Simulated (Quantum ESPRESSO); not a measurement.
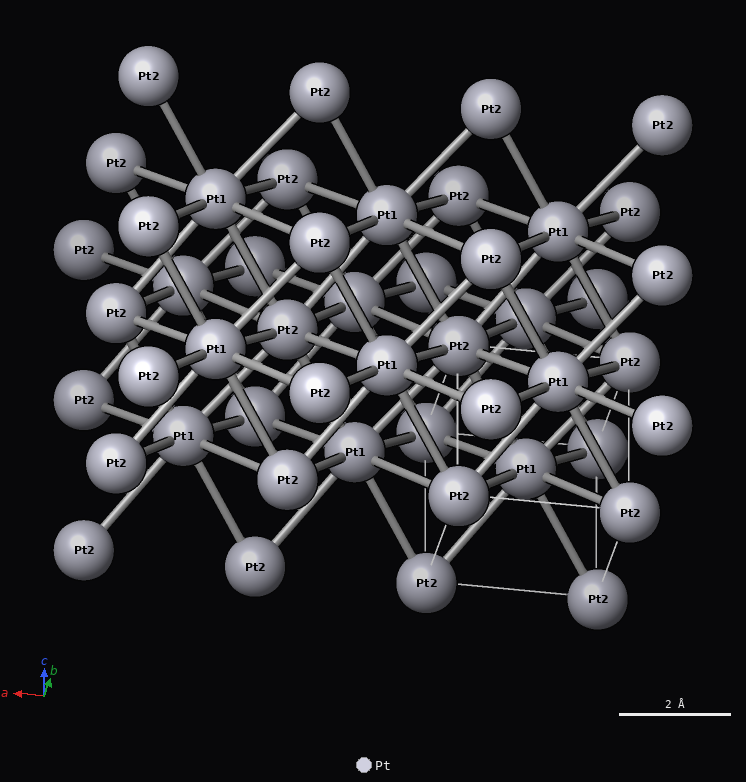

The starting structure (ball-and-stick view of the cell of the calculation, repeated 3 × 2 × 2, seen at an oblique angle; atoms are numbered from 1 in the order of the input). An atom can appear more than once, as a periodic image. Near neighbours in the periodic cell (some may lie outside the picture): Pt has 8 Pt at 2.64 to 2.85 Å.

Run report: Pt, geometry relaxation (part 1 of 2)

The run: geometry relaxation of Pt (2 atoms in the cell). Method and program: Kohn-Sham DFT of a periodic cell, LDA, JTH 2.0 LDA, no spin polarisation (Quantum ESPRESSO 7.5).

The structure derives from a Materials Project entry.

Input file:
```
&CONTROL
  calculation = 'relax'
  prefix = 'pwscf'
  outdir = './tmp'
  pseudo_dir = './pseudo'
  tprnfor = .true.
  disk_io = 'low'
  nstep = 40
  forc_conv_thr = 0.0004
  etot_conv_thr = 1d-05
/
&SYSTEM
  ibrav = 0
  nat = 2
  ntyp = 1
  ecutwfc = 36
  ecutrho = 216
  nbnd = 16
  occupations = 'smearing'
  smearing = 'fd'
  degauss = 0.01469973
/
&ELECTRONS
  conv_thr = 4d-10
  electron_maxstep = 120
  mixing_beta = 0.5
/
&IONS
  ion_dynamics = 'bfgs'
/
ATOMIC_SPECIES
Pt   195.0840 Pt.LDA_PW-JTH.UPF
CELL_PARAMETERS angstrom
   0.0000000000   -3.1684400000    0.0000000000
  -3.1684400000    0.0000000000    0.0000000000
   0.0000000000    0.0000000000   -3.1684400000
ATOMIC_POSITIONS crystal
Pt     0.5054260700    0.4928058600    0.5171599100
Pt     0.9945739300    0.0071941400    0.9828400900
K_POINTS automatic
7 7 7 0 0 0
```

Run on 1 thread of Intel Xeon (Granite Rapids), 16 GiB of memory available, shared host.

Run as:
```bash
OMP_NUM_THREADS=1 pw.x -in pw.in > pw.out
```

What the program printed:
```
This program is part of the open-source Quantum ESPRESSO suite
     for quantum simulation of materials; please cite
         "P. Giannozzi et al., J. Phys.:Condens. Matter 21 395502 (2009);
         "P. Giannozzi et al., J. Phys.:Condens. Matter 29 465901 (2017);
         "P. Giannozzi et al., J. Chem. Phys. 152 154105 (2020);
          URL
     in publications or presentations arising from this work. More details at

     file Pt.LDA_PW-JTH.UPF: wavefunction(s)  6S 0S 6P 0P 5D 0D renormalized
     Message from routine setup:
     using ibrav=0 with symmetry is DISCOURAGED, use correct ibrav instead

     G-vector sticks info
     --------------------
     sticks:   dense  smooth     PW     G-vecs:    dense   smooth      PW
     Sum         613     421    137                11513     6235    1141

     Using Slab Decomposition

     bravais-lattice index     =            0
     lattice parameter (alat)  =       5.9875  a.u.
     unit-cell volume          =     214.6511 (a.u.)^3
     number of atoms/cell      =            2
     number of atomic types    =            1
     number of electrons       =        20.00
     number of Kohn-Sham states=           16
     kinetic-energy cutoff     =      36.0000  Ry
     charge density cutoff     =     216.0000  Ry
     scf convergence threshold =      4.0E-10
     mixing beta               =       0.5000
     number of iterations used =            8  plain     mixing
     energy convergence thresh.=      1.0E-05
     force convergence thresh. =      4.0E-04
     Exchange-correlation= SLA PW NOGX NOGC
                           (   1   4   0   0   0   0   0)
     nstep                     =           40

     celldm(1)=   5.987484  celldm(2)=   0.000000  celldm(3)=   0.000000
     celldm(4)=   0.000000  celldm(5)=   0.000000  celldm(6)=   0.000000

     crystal axes: (cart. coord. in units of alat)
               a(1) = (   0.000000  -1.000000   0.000000 )
               a(2) = (  -1.000000   0.000000   0.000000 )
               a(3) = (   0.000000   0.000000  -1.000000 )

     reciprocal axes: (cart. coord. in units 2 pi/alat)
               b(1) = ( -0.000000 -1.000000 -0.000000 )
               b(2) = ( -1.000000 -0.000000 -0.000000 )
               b(3) = ( -0.000000 -0.000000 -1.000000 )

     PseudoPot. # 1 for Pt read from file:
     Pt.LDA_PW-JTH.UPF
     Pseudo is Projector augmented-wave + core cor, Zval = 10.0
     Generated using ATOMPAW code
     Shape of augmentation charge: SINC**2
     Using radial grid of 1126 points,  6 beta functions with:
                l(1) =   0
                l(2) =   0
                l(3) =   1
                l(4) =   1
                l(5) =   2
                l(6) =   2
     Q(r) pseudized with 0 coefficients

     atomic species   valence    mass     pseudopotential
     Pt               10.00   195.08400     Pt( 1.00)

      2 Sym. Ops., with inversion, found ( 1 have fractional translation)

   Cartesian axes

     site n.     atom                  positions (alat units)
         1        Pt     tau(   1) = (  -0.4928059  -0.5054261  -0.5171599  )
         2        Pt     tau(   2) = (  -0.0071941  -0.9945739  -0.9828401  )

     number of k points=   172  Fermi-Dirac smearing, width (Ry)=  0.0147

     Number of k-points >= 100: set verbosity='high' to print them.

     Dense  grid:    11513 G-vectors     FFT dimensions: (  30,  30,  30)

     Smooth grid:     6235 G-vectors     FFT dimensions: (  24,  24,  24)

     Initial potential from superposition of free atoms

     starting charge      19.9997, renormalised to      20.0000
     Starting wfcs are   36 randomized atomic wfcs

     Self-consistent Calculation

     iteration #  1     ecut=    36.00 Ry     beta= 0.50
     Davidson diagonalization with overlap
     ethr =  1.00E-02,  avg # of iterations =  4.1

     Threshold (ethr) on eigenvalues was too large:
     Diagonalizing with lowered threshold

     Davidson diagonalization with overlap
     ethr =  5.34E-04,  avg # of iterations =  4.7

     total energy              =   -1453.69730816 Ry
     estimated scf accuracy    <       0.13342854 Ry

     iteration #  2     ecut=    36.00 Ry     beta= 0.50
     Davidson diagonalization with overlap
     ethr =  6.67E-04,  avg # of iterations =  2.1

     total energy              =   -1453.72470462 Ry
     estimated scf accuracy    <       0.00146427 Ry

     iteration #  3     ecut=    36.00 Ry     beta= 0.50
     Davidson diagonalization with overlap
     c_bands:  2 eigenvalues not converged
     c_bands:  1 eigenvalues not converged
     c_bands:  1 eigenvalues not converged
     c_bands:  1 eigenvalues not converged
     c_bands:  1 eigenvalues not converged
     c_bands:  1 eigenvalues not converged
     c_bands:  1 eigenvalues not converged
     c_bands:  1 eigenvalues not converged
     c_bands:  2 eigenvalues not converged
     c_bands:  2 eigenvalues not converged
     c_bands:  2 eigenvalues not converged
     c_bands:  1 eigenvalues not converged
     c_bands:  1 eigenvalues not converged
     c_bands:  1 eigenvalues not converged
     c_bands:  1 eigenvalues not converged
     c_bands:  1 eigenvalues not converged
     c_bands:  1 eigenvalues not converged
     c_bands:  1 eigenvalues not converged
     c_bands:  1 eigenvalues not converged
     ethr =  7.32E-06,  avg # of iterations = 11.8

     total energy              =   -1453.73169983 Ry
     estimated scf accuracy    <       0.00113857 Ry

     iteration #  4     ecut=    36.00 Ry     beta= 0.50
     Davidson diagonalization with overlap
     ethr =  5.69E-06,  avg # of iterations =  1.6

     total energy              =   -1453.73081171 Ry
     estimated scf accuracy    <       0.00051882 Ry

     iteration #  5     ecut=    36.00 Ry     beta= 0.50
     Davidson diagonalization with overlap
     ethr =  2.59E-06,  avg # of iterations =  4.2

     total energy              =   -1453.73113784 Ry
     estimated scf accuracy    <       0.00000391 Ry

     iteration #  6     ecut=    36.00 Ry     beta= 0.50
     Davidson diagonalization with overlap
     ethr =  1.95E-08,  avg # of iterations = 11.5

     total energy              =   -1453.73117683 Ry
     estimated scf accuracy    <       0.00001587 Ry

     iteration #  7     ecut=    36.00 Ry     beta= 0.50
     Davidson diagonalization with overlap
     ethr =  1.95E-08,  avg # of iterations =  3.2

     total energy              =   -1453.73117540 Ry
     estimated scf accuracy    <       0.00000311 Ry

     iteration #  8     ecut=    36.00 Ry     beta= 0.50
     Davidson diagonalization with overlap
     ethr =  1.56E-08,  avg # of iterations =  4.6

     total energy              =   -1453.73117758 Ry
     estimated scf accuracy    <          4.1E-09 Ry

     iteration #  9     ecut=    36.00 Ry     beta= 0.50
     Davidson diagonalization with overlap
     ethr =  2.04E-11,  avg # of iterations = 11.6

     total energy              =   -1453.73117774 Ry
     estimated scf accuracy    <       0.00000003 Ry

     iteration # 10     ecut=    36.00 Ry     beta= 0.50
     Davidson diagonalization with overlap
     ethr =  2.04E-11,  avg # of iterations =  6.0

     End of self-consistent calculation

     Number of k-points >= 100: set verbosity='high' to print the bands.

     the Fermi energy is    16.0043 ev

!    total energy              =   -1453.73117775 Ry
     total all-electron energy =     -1453.731178 Ry
     estimated scf accuracy    <          1.1E-10 Ry
     smearing contrib. (-TS)   =      -0.02297002 Ry
     internal energy E=F+TS    =   -1453.70820772 Ry

     The total energy is F=E-TS. E is the sum of the following terms:
     one-electron contribution =      34.93986420 Ry
     hartree contribution      =       8.77885968 Ry
     xc contribution           =     -19.66917327 Ry
     ewald contribution        =    -121.45628472 Ry
     one-center paw contrib.   =   -1356.30147362 Ry

     convergence has been achieved in  10 iterations

     Forces acting on atoms (cartesian axes, Ry/au):

     atom    1 type  1   force =    -0.01164202    0.00881445    0.02658039
     atom    2 type  1   force =     0.01164202   -0.00881445   -0.02658039

     Total force =     0.042889     Total SCF correction =     0.000011

     BFGS Geometry Optimization
     Energy error            =      1.8E-03 Ry
     Gradient error          =      2.7E-02 Ry/Bohr

     number of scf cycles    =   1
     number of bfgs steps    =   0

     energy             new  =   -1453.7311777474 Ry

     new trust radius        =       0.0303273530 bohr
     new conv_thr            =       0.0000000004 Ry

ATOMIC_POSITIONS (crystal)
Pt               0.5039539245        0.4947502530        0.5127205843
Pt               0.9960460755        0.0052497470        0.9872794157

     NEW-OLD atomic charge density approx. for the potential

     Self-consistent Calculation

     iteration #  1     ecut=    36.00 Ry     beta= 0.50
     Davidson diagonalization with overlap
     ethr =  1.00E-06,  avg # of iterations =  8.2

     total energy              =   -1453.73267459 Ry
     estimated scf accuracy    <       0.00003442 Ry

     iteration #  2     ecut=    36.00 Ry     beta= 0.50
     Davidson diagonalization with overlap
     ethr =  1.72E-07,  avg # of iterations =  4.1

     total energy              =   -1453.73275464 Ry
     estimated scf accuracy    <       0.00000783 Ry

     iteration #  3     ecut=    36.00 Ry     beta= 0.50
     Davidson diagonalization with overlap
     ethr =  3.91E-08,  avg # of iterations =  3.9

     total energy              =   -1453.73275933 Ry
     estimated scf accuracy    <       0.00000023 Ry

     iteration #  4     ecut=    36.00 Ry     beta= 0.50
     Davidson diagonalization with overlap
     ethr =  1.13E-09,  avg # of iterations =  6.3

     total energy              =   -1453.73275984 Ry
     estimated scf accuracy    <       0.00000004 Ry

     iteration #  5     ecut=    36.00 Ry     beta= 0.50
     Davidson diagonalization with overlap
     ethr =  1.99E-10,  avg # of iterations =  2.8

     total energy              =   -1453.73275985 Ry
     estimated scf accuracy    <       0.00000001 Ry

     iteration #  6     ecut=    36.00 Ry     beta= 0.50
     Davidson diagonalization with overlap
     ethr =  6.05E-11,  avg # of iterations =  2.8

     total energy              =   -1453.73275986 Ry
     estimated scf accuracy    <          2.7E-09 Ry

     iteration #  7     ecut=    36.00 Ry     beta= 0.50
     Davidson diagonalization with overlap
     ethr =  1.33E-11,  avg # of iterations =  3.3

     End of self-consistent calculation

     Number of k-points >= 100: set verbosity='high' to print the bands.

     the Fermi energy is    15.9934 ev

!    total energy              =   -1453.73275986 Ry
     total all-electron energy =     -1453.732760 Ry
     estimated scf accuracy    <          9.4E-12 Ry
     smearing contrib. (-TS)   =      -0.02317423 Ry
     internal energy E=F+TS    =   -1453.70958564 Ry

     The total energy is F=E-TS. E is the sum of the following terms:
     one-electron contribution =      35.02196416 Ry
     hartree contribution      =       8.73849696 Ry
     xc contribution           =     -19.66613698 Ry
     ewald contribution        =    -121.50400992 Ry
     one-center paw contrib.   =   -1356.29989984 Ry

     convergence has been achieved in   7 iterations

     Forces acting on atoms (cartesian axes, Ry/au):

     atom    1 type  1   force =    -0.00819158    0.00618259    0.01937190
     atom    2 type  1   force =     0.00819158   -0.00618259   -0.01937190

     Total force =     0.031003     Total SCF correction =     0.000001
     Energy error            =      1.6E-03 Ry
     Gradient error          =      1.9E-02 Ry/Bohr

     number of scf cycles    =   2
     number of bfgs steps    =   1

     energy             old  =   -1453.7311777474 Ry
     energy             new  =   -1453.7327598639 Ry

     CASE: energy            _new < energy            _old

     new trust radius        =       0.0333600883 bohr
     new conv_thr            =       0.0000000002 Ry

ATOMIC_POSITIONS (crystal)
Pt               0.5023825831        0.4968321879        0.5077972140
Pt               0.9976174169        0.0031678121        0.9922027860

     NEW-OLD atomic charge density approx. for the potential

     Self-consistent Calculation

     iteration #  1     ecut=    36.00 Ry     beta= 0.50
     Davidson diagonalization with overlap
     ethr =  1.00E-06,  avg # of iterations =  9.0

     total energy              =   -1453.73382779 Ry
     estimated scf accuracy    <       0.00004110 Ry

     iteration #  2     ecut=    36.00 Ry     beta= 0.50
     Davidson diagonalization with overlap
     ethr =  2.06E-07,  avg # of iterations =  3.7

     total energy              =   -1453.73392170 Ry
     estimated scf accuracy    <       0.00000946 Ry

     iteration #  3     ecut=    36.00 Ry     beta= 0.50
     Davidson diagonalization with overlap
     ethr =  4.73E-08,  avg # of iterations =  3.9

     total energy              =   -1453.73392785 Ry
     estimated scf accuracy    <       0.00000031 Ry

     iteration #  4     ecut=    36.00 Ry     beta= 0.50
     Davidson diagonalization with overlap
     ethr =  1.57E-09,  avg # of iterations =  6.0

     total energy              =   -1453.73392851 Ry
     estimated scf accuracy    <       0.00000005 Ry

     iteration #  5     ecut=    36.00 Ry     beta= 0.50
     Davidson diagonalization with overlap
     ethr =  2.62E-10,  avg # of iterations =  2.8

     total energy              =   -1453.73392853 Ry
     estimated scf accuracy    <       0.00000001 Ry

     iteration #  6     ecut=    36.00 Ry     beta= 0.50
     Davidson diagonalization with overlap
     ethr =  6.36E-11,  avg # of iterations =  3.5
```
